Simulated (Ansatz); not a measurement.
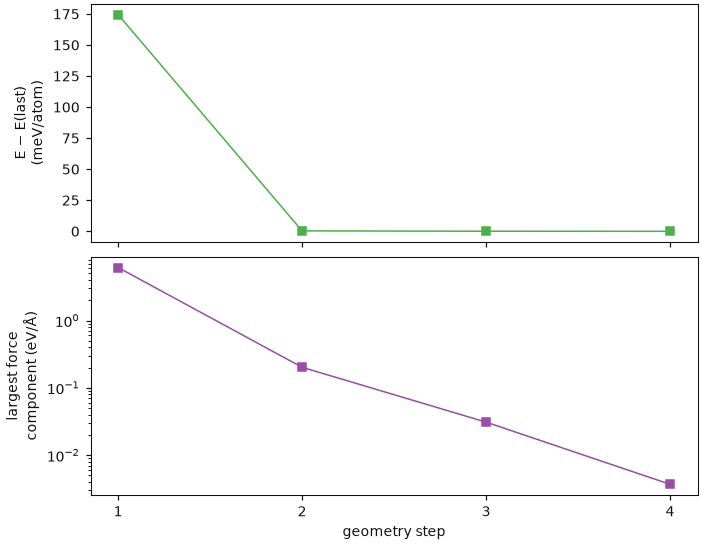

History of a geometry optimisation. Only the atoms move.

- system: CO (P2_13, 8 atoms in the cell)
- method: DFT, PBE, plane-wave PAW, default files, scalar-relativistic (Ansatz); cutoff 420 eV, 5×5×5 k-mesh, Fermi–Dirac smearing of 0.05 eV

**How did it end, and what did it gain?**

The optimisation met its thresholds at geometry 4, counting the start as the first. The energy fell by about 170 meV/atom from the first step to the last. The largest force component goes from about 6.1 eV/Å at the start to 4 × 10⁻³ eV/Å at the end.
